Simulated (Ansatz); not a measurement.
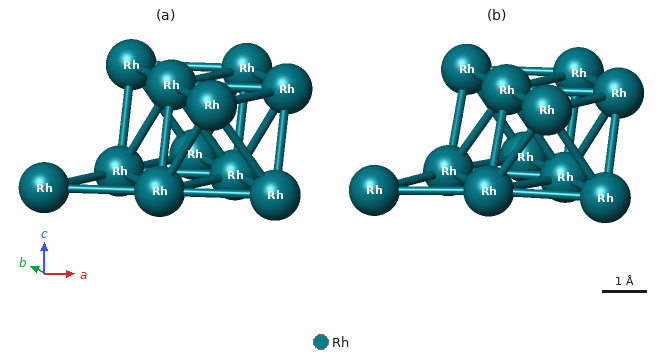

The structure of a slab of composition Rh (cut from the Fm-3m phase) before (left) and after (right) a constrained relaxation, at one scale.

Style: ball-and-stick. Shown: the atoms within 4.2 Å of the atom that moves most (axes of the 1 × 3 repeat of the cell, outlined in the plane, without the vacuum (origin shifted)), slightly off an axis.

Case: stripe over 3 of 6 cells, two steps. 12 atoms are held fixed.

Level of theory: DFT PBE, scalar-relativistic, plane waves, PAW (Ansatz). (plane-wave cutoff 420 eV; k-point mesh 2 × 12 × 1; occupations gaussian; smearing width 0.1 eV; no spin polarisation; dipole correction; atoms relaxed in a fixed cell; force threshold 0.02 eV/Å; at most 45 steps)

Summarise the run.

The atom that moves furthest is a Rh atom (0.16 Å at 42° to the normal (−c side)). The cell stays as it was. Among the contacts that change: Rh–Rh 2.708 → 2.588 Å, Rh–Rh 2.708 → 2.634 Å, Rh–Rh 2.708 → 2.683 Å, Rh–Rh 2.708 → 2.731 Å. Over 3 geometry steps the energy falls by 0.204 eV per cell of the calculation. Largest force component: 0.79 eV/Å at the start, 0.013 eV/Å at the end. The run took 2.4 min on 4 threads of AMD EPYC 9R45 96-Core Processor (Zen 5) (shared host), peak memory 4.8 GiB.
